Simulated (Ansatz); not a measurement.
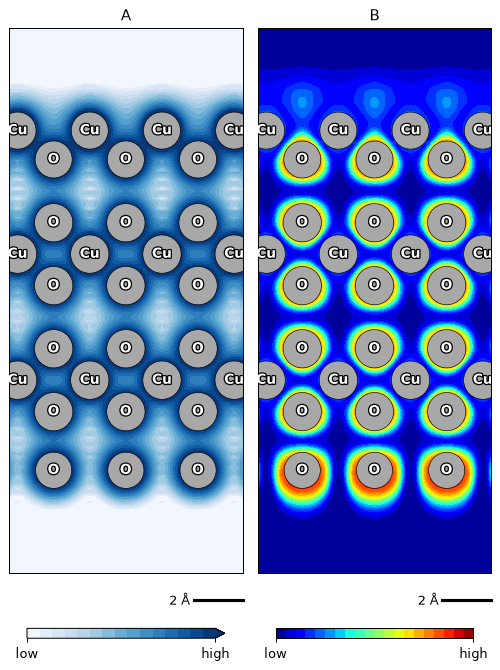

CuO (slab): 2 fields on the (010) plane of the calculation cell, a cut from vacuum to vacuum, with unlabelled colour scales. Grey discs cover the atomic cores.

Computed without spin polarisation.

Computed with Ansatz, DFT PBE, scalar-relativistic, plane waves, PAW.

```
CELL_PARAMETERS angstrom
2.94870 0.00000 0.00000
-0.00819 2.94869 0.00000
0.00000 0.00000 29.16597
ATOMIC_POSITIONS crystal
O 0.50000 0.50000 0.26326
Cu 0.50000 0.00000 0.30126
O 0.50000 0.50000 0.34539
Cu 0.00000 0.50000 0.38946
O 0.50000 0.50000 0.43349
Cu 0.50000 0.00000 0.47751
O 0.50000 0.50000 0.52190
Cu 0.00000 0.50000 0.56599
O 0.50000 0.50000 0.60995
Cu 0.50000 0.00000 0.65432
O 0.50000 0.50000 0.69851
Cu 0.00000 0.50000 0.73897
```

Which field does each panel show? The fields are: electron localisation function and valence pseudo-density.

Answer. Panel A: valence pseudo-density. Panel B: electron localisation function. From the grid: Cu–O (1.89 Å): ρ is about 0.75 e/Å³ halfway; the ELF peaks at about 0.85 in the valence shell of O, 0.6 Å from its nucleus, and is about 0.20 at the midpoint: no shared electron pair shows on this line. Cu–O (1.95 Å): ρ is about 0.64 e/Å³ halfway; the ELF peaks at about 0.85 in the valence shell of O, 0.6 Å from its nucleus, and is about 0.20 at the midpoint: no localised pair shows between them.
